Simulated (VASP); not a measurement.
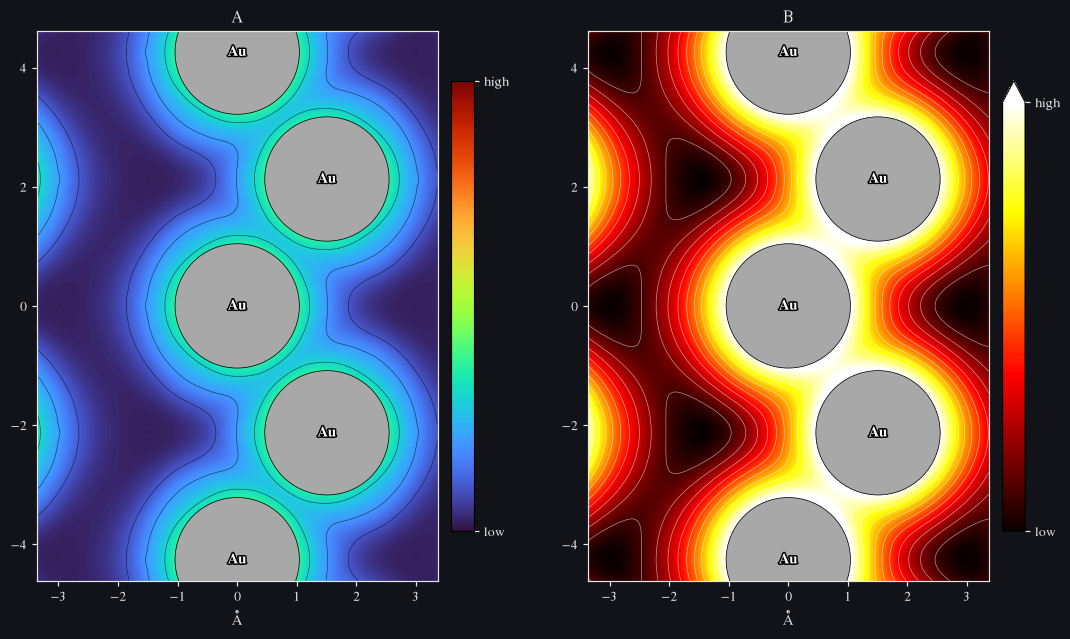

Au: 2 fields on the (101) plane of the conventional cell, with unlabelled colour scales. Grey discs cover the atomic cores.

Space group Fd-3m; a generated structure, not necessarily the stable one.

Level of theory: VASP 6.6.1, Kohn-Sham DFT of a periodic cell, PBEsol, VASP PAW PBE potentials, recommended.

### Match the panels to the quantities (electron localisation function and valence pseudo-density).

Panel A: electron localisation function. Panel B: valence pseudo-density. From the grid: Au–Au (2.61 Å): ρ is about 0.47 e/Å³ halfway; the ELF is about 0.25 at the midpoint; no localised pair shows between them.
